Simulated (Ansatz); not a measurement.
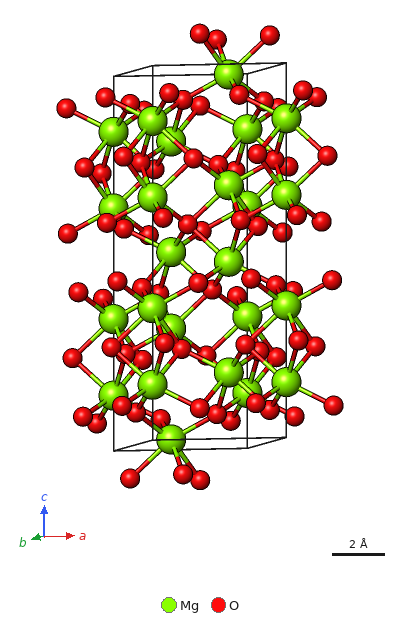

The structure as given in the input (ball-and-stick view of the cell 3 times as large as that of the calculation, set on its symmetry axes, seen at an oblique angle; bonded neighbours outside the cell are drawn too).

Mg2O3: geometry relaxation (part 1 of 3)

Mg2O3 (10 atoms in the cell), computed with DFT PBE, scalar-relativistic, plane waves, PAW, spin-polarised (Ansatz 0.2.0).

The structure was made by swapping elements on the sites of another compound; it need not be a known phase. It belongs to a series of runs on one base structure; here: corundum type (R-3c, No. 167). Figures and captions count atoms from 1; the log counts them from 0 in places.

Output
```
Engine: ansatz 0.2.0, x86_64-unknown-linux-gnu
Pseudopotentials: kind: paw
Pseudopotential: Mg, paw, valence charge 10, recommended cutoff 420 eV (normal), Mg.paw.azcp
Pseudopotential: O, paw, valence charge 6, recommended cutoff 420 eV (normal), O.paw.azcp
Functional definition: PBE
  parameter kappa = 0.804
  parameter beta = 0.06672455060314922
  exchange = pbe_x(kappa = kappa, mu = beta*pi^2/3)
  correlation = pbe_c(beta = beta)
Crystal: 10 atoms, lattice volume = 122.057 Å³
Basis set: ecut = 420 eV, 2363 PW (Γ), exchange–correlation on 80×80×80 points (8 copies of the dense FFT grid, shifted against one another)
Bands: 51, of which v1, the nominal top of the filled ones, is band 38 counted from 1 (37 counted from 0)
Symmetry: 12 space group operations
Space group: R-3c (ITA 167), of the structure as read, at distance tolerance 5.0e-5 Å
Magnetic group: BNS 167.103 (UNI 1333), of the structure as read, at distance tolerance 5.0e-5 Å
k-points: 32 of 216
Non-local potential: Mg, projectors of the file, l = 0: 3, l = 1: 2, l = 2: 1
Non-local potential: O, projectors of the file, l = 0: 2, l = 1: 2, l = 2: 1
PAW form: soft (Blöchl's): semilocal exchange-correlation on the pseudo side does not see the compensation charge
PAW one-centre angular grid: Mg, 110 points (default); XC on 64 Gauss nodes
PAW one-centre angular grid: O, 110 points (default); XC on 64 Gauss nodes
Initial density: superposition of atomic densities (chi_scale 0.1, normalization cell, long waves kept (reshape's long-wave potential 0.01 eV rms))
Starting moments: Σ|m| = 4.02 μB on 6 of 10 sites
Initial wavefunctions: pseudopotential atomic-orbital guess
Functional: x = pbe(κ = 0.804, μ = 0.2195149727645171), c = pbe(β = 0.06672455060314922)
SCF iter   1: F=—  HF=-11102.429813 eV  |F-HF|=—  |Δ(HF+E_count)|=         —  Δρ=5.08e-2 (↑3.39e-2 ↓5.08e-2)  dr2=4.34e0  dr2_m=4.14e-1  M=4.000 μB ∫|m|=4.111 μB  β_m=1.00  ethr=3.10e-3  ⟨swp⟩=7.9  Hψ=14420  notcnv=0  defer=13
preconditioner: auto → Kerker (q_TF=auto, 2.521 Å⁻¹)  [metal: Δε(μ)=0.006 eV  Ē_g=14.391 eV  σ=0.100 eV  W_gap=0.03  n_scr=26 (ndim 8)  ℏωp=22.3 eV  f_vac=0.000  D(μ)=6.16/eV (n_scr^D=58)]
spin=Collinear: Kerker preconditioning applied to the charge; magnetization (m = ρ↑ − ρ↓) channel mixes plain (no charge-response kernel on spin).
SCF iter   2: F=—  HF=-11102.061091 eV  |F-HF|=—  |Δ(HF+E_count)|=   3.69e-1  Δρ=3.31e-2 (↑2.64e-2 ↓3.31e-2)  dr2=2.69e0  dr2_m=4.38e-2  M=4.000 μB ∫|m|=4.166 μB  β_m=1.00  ethr=3.10e-3  ⟨swp⟩=2.5  Hψ=5097  notcnv=0  defer=380
SCF iter   3: F=—  HF=-11101.446441 eV  |F-HF|=—  |Δ(HF+E_count)|=   6.15e-1  Δρ=8.35e-3 (↑8.35e-3 ↓7.34e-3)  dr2=3.63e-1  dr2_m=7.85e-4  M=4.000 μB ∫|m|=4.169 μB  β_m=1.00  ethr=3.10e-3  ⟨swp⟩=3.0  Hψ=5883  notcnv=0  defer=380
SCF iter   4: F=—  HF=-11101.429252 eV  |F-HF|=—  |Δ(HF+E_count)|=   1.72e-2  Δρ=5.29e-3 (↑5.29e-3 ↓4.86e-3)  dr2=1.68e-1  dr2_m=2.94e-4  M=4.000 μB ∫|m|=4.168 μB  β_m=1.00  ethr=4.77e-4  ⟨swp⟩=2.1  Hψ=3832  notcnv=0  defer=381
SCF iter   5: F=—  HF=-11101.413311 eV  |F-HF|=—  |Δ(HF+E_count)|=   1.59e-2  Δρ=4.47e-3 (↑3.61e-3 ↓4.47e-3)  dr2=4.05e-2  dr2_m=5.15e-4  M=4.000 μB ∫|m|=4.165 μB  β_m=1.00  ethr=2.21e-4  ⟨swp⟩=2.2  Hψ=5801  notcnv=0  defer=377
SCF iter   6: F=—  HF=-11101.438248 eV  |F-HF|=—  |Δ(HF+E_count)|=   2.49e-2  Δρ=1.56e-3 (↑1.35e-3 ↓1.56e-3)  dr2=4.58e-3  dr2_m=8.47e-5  M=4.000 μB ∫|m|=4.162 μB  β_m=0.30  ethr=5.33e-5  ⟨swp⟩=2.0  Hψ=4473  notcnv=0  defer=383
Mixer restart at iter 6: flushing history
spin-set hold released at iteration 6 (site moments contracting): the magnetisation degrees of freedom join the quasi-Newton model from the next iteration; the mixer history was flushed
SCF iter   7: F=—  HF=-11101.444986 eV  |F-HF|=—  |Δ(HF+E_count)|=   6.74e-3  Δρ=1.25e-3 (↑9.49e-4 ↓1.25e-3)  dr2=3.08e-3  dr2_m=1.01e-4  M=4.000 μB ∫|m|=4.163 μB  β_m=0.65  ethr=6.03e-6  ⟨swp⟩=1.6  Hψ=3899  notcnv=0  defer=380
SCF iter   8: F=—  HF=-11101.453859 eV  |F-HF|=—  |Δ(HF+E_count)|=   8.87e-3  Δρ=5.21e-4 (↑2.62e-4 ↓5.21e-4)  dr2=7.25e-4  dr2_m=6.87e-5  M=4.000 μB ∫|m|=4.164 μB  β_m=0.82  ethr=4.05e-6  ⟨swp⟩=2.0  Hψ=5335  notcnv=0  defer=380
SCF iter   9: F=—  HF=-11101.454331 eV  |F-HF|=—  |Δ(HF+E_count)|=   4.72e-4  Δρ=1.32e-4 (↑1.26e-4 ↓1.32e-4)  dr2=1.62e-4  dr2_m=1.03e-6  M=4.000 μB ∫|m|=4.164 μB  β_m=0.91  ethr=9.53e-7  ⟨swp⟩=2.0  Hψ=4118  notcnv=0  defer=380
SCF iter  10: F=—  HF=-11101.454394 eV  |F-HF|=—  |Δ(HF+E_count)|=   6.24e-5  Δρ=9.75e-5 (↑6.22e-5 ↓9.75e-5)  dr2=3.24e-5  dr2_m=2.13e-6  M=4.000 μB ∫|m|=4.163 μB  β_m=0.96  ethr=2.13e-7  ⟨swp⟩=2.0  Hψ=3818  notcnv=0  defer=380
SCF iter  11: F=—  HF=-11101.454371 eV  |F-HF|=—  |Δ(HF+E_count)|=   2.21e-5  Δρ=5.38e-5 (↑3.66e-5 ↓5.38e-5)  dr2=5.77e-6  dr2_m=6.90e-7  M=4.000 μB ∫|m|=4.163 μB  β_m=0.95  ethr=4.26e-8  ⟨swp⟩=2.1  Hψ=4371  notcnv=0  defer=381
SCF iter  12: F=—  HF=-11101.454373 eV  |F-HF|=—  |Δ(HF+E_count)|=   1.94e-6  Δρ=8.19e-6 (↑5.85e-6 ↓8.19e-6)  dr2=1.62e-7  dr2_m=1.38e-8  M=4.000 μB ∫|m|=4.163 μB  β_m=0.97  ethr=7.59e-9  ⟨swp⟩=2.0  Hψ=5069  notcnv=0  defer=382
iter 13 did not close the SCF: its close was put off until two iterations running show no level that it waits for move by more than its bar (scf_convergence_deferred on its scf_iter line)
SCF iter  13: F=-11101.454374 eV  HF=-11101.454374 eV  |F-HF|=1.21e-8  |Δ(HF+E_count)|=   2.27e-7  Δρ=1.89e-6 (↑1.17e-6 ↓1.89e-6)  dr2=5.72e-9  dr2_m=9.24e-10  M=4.000 μB ∫|m|=4.163 μB  β_m=0.99  ethr=1.32e-10  ⟨swp⟩=11.3  Hψ=15462  notcnv=0
iter 14 did not close the SCF: its close was put off until two iterations running show no level that it waits for move by more than its bar (scf_convergence_deferred on its scf_iter line)
SCF iter  14: F=-11101.454374 eV  HF=-11101.454374 eV  |F-HF|=4.73e-10  |Δ(HF+E_count)|=   1.39e-8  Δρ=4.88e-7 (↑2.44e-7 ↓4.88e-7)  dr2=2.92e-10  dr2_m=5.05e-11  M=4.000 μB ∫|m|=4.163 μB  β_m=0.99  ethr=7.53e-12  ⟨swp⟩=1.0  Hψ=7875  notcnv=0
SCF iter  15: F=-11101.454374 eV  HF=-11101.454374 eV  |F-HF|=1.46e-11  |Δ(HF+E_count)|=  5.55e-10  Δρ=9.29e-8 (↑5.55e-8 ↓9.29e-8)  dr2=1.28e-11  dr2_m=2.02e-12  M=4.000 μB ∫|m|=4.163 μB  ethr=1.00e-12  ⟨swp⟩=1.0  Hψ=7605  notcnv=0
SCF 1 converged in 15 iterations: F = -11101.454374 eV  dr2 = 1.28e-11
  greatest PAW one-centre occupation: 1.000 electrons in one spin orbital (limit 2), on the Mg atom at site 3 (counted from 0), in its partial waves of l = 0
relax step   1: F+E_penalty+E_count = -11101.45437365 eV  Δ(F+E_penalty+E_count) = +0.000e0 eV  max|allowed force component| = 1.954e-1 eV/Å  Δτ_max = 0.0000 Å  P = -7.428 GPa  Ω = 122.057 Å³  (15 SCF iters, accepted)
Crystal: 10 atoms, lattice volume = 117.178 Å³
Basis set: ecut = 420 eV, 2289 PW (Γ), exchange–correlation on 80×80×80 points (8 copies of the dense FFT grid, shifted against one another)
Initial density: handed on by an earlier stage of this run
Starting moments: Σ|m| = 4.02 μB on 6 of 10 sites; this step starts from the density that it was given
Initial wavefunctions: those handed on with the density
iter 1 solved again at ethr=3.88e-5 eV; its pass at ethr=3.10e-3 eV (dr2=2.95e-2 eV) is discarded
SCF iter   1: F=—  HF=-11101.675395 eV  |F-HF|=—  |Δ(HF+E_count)|=         —  Δρ=6.59e-3 (↑2.57e-3 ↓6.59e-3)  dr2=2.92e-2  dr2_m=1.25e-2  M=4.000 μB ∫|m|=4.151 μB  β_m=0.30  ethr=3.88e-5  ⟨swp⟩=1.3  Hψ=14294  notcnv=0
preconditioner: auto → Kerker (q_TF=auto, 2.538 Å⁻¹)  [metal: Δε(μ)=0.019 eV  Ē_g=15.125 eV  σ=0.100 eV  W_gap=0.11  n_scr=26 (ndim 8)  ℏωp=22.8 eV  f_vac=0.024  D(μ)=4.24/eV (n_scr^D=26)]
spin=Collinear: Kerker preconditioning applied to the charge; magnetization (m = ρ↑ − ρ↓) channel mixes plain (no charge-response kernel on spin).
SCF iter   2: F=—  HF=-11101.678300 eV  |F-HF|=—  |Δ(HF+E_count)|=   2.91e-3  Δρ=5.00e-3 (↑1.94e-3 ↓5.00e-3)  dr2=1.82e-2  dr2_m=7.25e-3  M=4.000 μB ∫|m|=4.152 μB  β_m=0.65  ethr=3.85e-5  ⟨swp⟩=1.0  Hψ=3264  notcnv=0
SCF iter   3: F=—  HF=-11101.682051 eV  |F-HF|=—  |Δ(HF+E_count)|=   3.75e-3  Δρ=6.76e-4 (↑3.65e-4 ↓6.76e-4)  dr2=1.10e-3  dr2_m=1.13e-4  M=4.000 μB ∫|m|=4.154 μB  β_m=0.82  ethr=2.40e-5  ⟨swp⟩=2.5  Hψ=5202  notcnv=0
SCF iter   4: F=—  HF=-11101.681992 eV  |F-HF|=—  |Δ(HF+E_count)|=   5.95e-5  Δρ=2.48e-4 (↑1.78e-4 ↓2.48e-4)  dr2=2.10e-4  dr2_m=1.30e-5  M=4.000 μB ∫|m|=4.154 μB  β_m=0.91  ethr=1.45e-6  ⟨swp⟩=2.3  Hψ=5141  notcnv=0
SCF iter   5: F=—  HF=-11101.682044 eV  |F-HF|=—  |Δ(HF+E_count)|=   5.24e-5  Δρ=1.14e-4 (↑8.77e-5 ↓1.14e-4)  dr2=4.45e-5  dr2_m=2.10e-6  M=4.000 μB ∫|m|=4.153 μB  β_m=0.93  ethr=2.76e-7  ⟨swp⟩=2.8  Hψ=5816  notcnv=0
SCF iter   6: F=—  HF=-11101.682058 eV  |F-HF|=—  |Δ(HF+E_count)|=   1.41e-5  Δρ=5.73e-5 (↑3.44e-5 ↓5.73e-5)  dr2=7.75e-6  dr2_m=7.42e-7  M=4.000 μB ∫|m|=4.153 μB  β_m=0.97  ethr=5.85e-8  ⟨swp⟩=2.3  Hψ=4852  notcnv=0
SCF iter   7: F=-11101.682064 eV  HF=-11101.682064 eV  |F-HF|=3.47e-7  |Δ(HF+E_count)|=   6.08e-6  Δρ=8.84e-6 (↑8.80e-6 ↓8.84e-6)  dr2=5.64e-7  dr2_m=4.38e-9  M=4.000 μB ∫|m|=4.153 μB  ethr=1.32e-9  ⟨swp⟩=5.1  Hψ=13858  notcnv=0
SCF 2 converged in 7 iterations: F = -11101.682064 eV  dr2 = 5.64e-7
relax step   2: F+E_penalty+E_count = -11101.68206445 eV  Δ(F+E_penalty+E_count) = -2.277e-1 eV  max|allowed force component| = 5.678e-2 eV/Å  Δτ_max = 0.0319 Å  P = -4.044 GPa  Ω = 117.178 Å³  energy of the carried Pulay correction = +1.804e-2 eV  (7 SCF iters, dr2 threshold 1.00e-6 eV, accepted)
Crystal: 10 atoms, lattice volume = 111.926 Å³
Basis set: ecut = 420 eV, 2199 PW (Γ), exchange–correlation on 80×80×80 points (8 copies of the dense FFT grid, shifted against one another)
iter 1 solved again at ethr=1.94e-5 eV; its pass at ethr=3.10e-3 eV (dr2=1.47e-2 eV) is discarded
SCF iter   1: F=—  HF=-11101.766279 eV  |F-HF|=—  |Δ(HF+E_count)|=         —  Δρ=2.38e-3 (↑1.84e-3 ↓2.38e-3)  dr2=1.45e-2  dr2_m=7.87e-4  M=4.000 μB ∫|m|=4.135 μB  β_m=0.30  ethr=1.94e-5  ⟨swp⟩=1.4  Hψ=13886  notcnv=0
preconditioner: auto → Kerker (q_TF=auto, 2.558 Å⁻¹)  [metal: Δε(μ)=0.008 eV  Ē_g=15.514 eV  σ=0.100 eV  W_gap=0.04  n_scr=26 (ndim 8)  ℏωp=23.3 eV  f_vac=0.018  D(μ)=3.99/eV (n_scr^D=26)]
spin=Collinear: Kerker preconditioning applied to the charge; magnetization (m = ρ↑ − ρ↓) channel mixes plain (no charge-response kernel on spin).
SCF iter   2: F=—  HF=-11101.763740 eV  |F-HF|=—  |Δ(HF+E_count)|=   2.54e-3  Δρ=1.73e-3 (↑1.28e-3 ↓1.73e-3)  dr2=8.44e-3  dr2_m=4.40e-4  M=4.000 μB ∫|m|=4.136 μB  β_m=0.65  ethr=1.90e-5  ⟨swp⟩=1.0  Hψ=3264  notcnv=0
SCF iter   3: F=—  HF=-11101.761514 eV  |F-HF|=—  |Δ(HF+E_count)|=   2.23e-3  Δρ=4.81e-4 (↑3.87e-4 ↓4.81e-4)  dr2=1.21e-3  dr2_m=3.14e-5  M=4.000 μB ∫|m|=4.140 μB  β_m=0.82  ethr=1.11e-5  ⟨swp⟩=2.3  Hψ=5737  notcnv=0
SCF iter   4: F=—  HF=-11101.761470 eV  |F-HF|=—  |Δ(HF+E_count)|=   4.44e-5  Δρ=2.08e-4 (↑1.24e-4 ↓2.08e-4)  dr2=1.11e-4  dr2_m=7.04e-6  M=4.000 μB ∫|m|=4.140 μB  β_m=0.91  ethr=1.59e-6  ⟨swp⟩=2.7  Hψ=4770  notcnv=0
SCF iter   5: F=—  HF=-11101.761542 eV  |F-HF|=—  |Δ(HF+E_count)|=   7.16e-5  Δρ=5.48e-5 (↑3.63e-5 ↓5.48e-5)  dr2=1.12e-5  dr2_m=4.02e-7  M=4.000 μB ∫|m|=4.140 μB  β_m=0.96  ethr=1.46e-7  ⟨swp⟩=2.5  Hψ=5129  notcnv=0
SCF iter   6: F=—  HF=-11101.761551 eV  |F-HF|=—  |Δ(HF+E_count)|=   9.58e-6  Δρ=1.75e-5 (↑1.75e-5 ↓1.73e-5)  dr2=1.73e-6  dr2_m=1.87e-8  M=4.000 μB ∫|m|=4.140 μB  β_m=0.98  ethr=1.47e-8  ⟨swp⟩=3.0  Hψ=5907  notcnv=0
SCF iter   7: F=-11101.761552 eV  HF=-11101.761552 eV  |F-HF|=9.08e-8  |Δ(HF+E_count)|=   1.03e-6  Δρ=7.08e-6 (↑5.60e-6 ↓7.08e-6)  dr2=1.88e-7  dr2_m=7.21e-9  M=4.000 μB ∫|m|=4.140 μB  ethr=1.32e-9  ⟨swp⟩=6.3  Hψ=12606  notcnv=0
SCF 3 converged in 7 iterations: F = -11101.761552 eV  dr2 = 1.88e-7
  greatest PAW one-centre occupation: 1.000 electrons in one spin orbital (limit 2), on the Mg atom at site 2 (counted from 0), in its partial waves of l = 0
relax step   3: F+E_penalty+E_count = -11101.76155235 eV  Δ(F+E_penalty+E_count) = -7.949e-2 eV  max|allowed force component| = 1.883e-2 eV/Å  Δτ_max = 0.0061 Å  P = +0.652 GPa  Ω = 111.926 Å³  energy of the carried Pulay correction = +3.829e-2 eV  (7 SCF iters, dr2 threshold 1.00e-6 eV, accepted)
Crystal: 10 atoms, lattice volume = 112.600 Å³
Basis set: ecut = 420 eV, 2211 PW (Γ), exchange–correlation on 80×80×80 points (8 copies of the dense FFT grid, shifted against one another)
iter 1 solved again at ethr=4.11e-7 eV; its pass at ethr=3.10e-3 eV (dr2=3.12e-4 eV) is discarded
```
